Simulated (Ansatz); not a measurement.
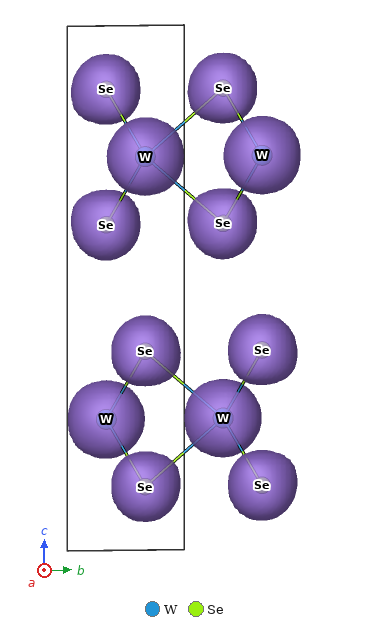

*WSe$_{2}$. Isosurface of the valence pseudo-density at 0.8 e/Å³ (purple), seen along the a axis. Sticks mark near contacts.*

Space group P-1; changed on purpose from its base cell (equal xy, yz and zx shear strains of -3 %, PAW files); not relaxed (largest force 0.7 eV/Å).

Method: Ansatz 0.2.0, DFT, PBEsol, PAW with Ansatz's default frozen-core files, scalar-relativistic.

In a PAW calculation such maps are meaningful between the atoms, not at the nuclei.

Input

```
crystal:
  lattice:
    - [3.2899984505, -0.0493499768, -0.0493499768]
    - [-1.6877375588, 2.8738972249, -0.0180633452]
    - [-0.19455, -0.19455, 12.97]
  atoms:
    - { symbol: W, position: [0.3333333333, 0.6666666667, 0.25] }
    - { symbol: W, position: [0.6666666667, 0.3333333333, 0.75] }
    - { symbol: Se, position: [0.3333333333, 0.6666666667, 0.621] }
    - { symbol: Se, position: [0.6666666667, 0.3333333333, 0.121] }
    - { symbol: Se, position: [0.3333333333, 0.6666666667, 0.879] }
    - { symbol: Se, position: [0.6666666667, 0.3333333333, 0.379] }
kpoints:
  mp_grid: { grid: [11, 11, 3] }
scf:
  occupations: { method: fermi_dirac, width: 0.08 }
hamiltonian:
  xc: pbesol
  pseudopotentials: { kind: paw }
output:
  forces: true
  stress: true
  eigenvalues: true
  efg: { contact_densities: true }
  write_density: true
  write_potential: true
  elf: true
  volumetric_format: npy
```

Launched as:

```sh
ansatz run input.yaml --threads 2 --pin off --max-ram 8192MiB --backend cpu --events-out ev --progress --plain --runs-dir out
```

Below, planes, directions and counts refer to the conventional cell (a = 3.25 Å, b = 3.29 Å, c = 12.97 Å, α = 88.29°, β = 87.64°, γ = 61.28°).

### Which contacts does the surface bridge?

At this value the density breaks into separate islands; it holds about 70 % of the electrons treated as valence (semicore included). It bridges none of the near contacts. It is pinched off along the sampled W–Se (2.46 Å) and W–Se (2.54 Å) contacts. On the grid the lowest density along these lines, outside the cores, is 0.62 e/Å³ (W–Se, 2.46 Å) and 0.54 e/Å³ (W–Se, 2.54 Å).
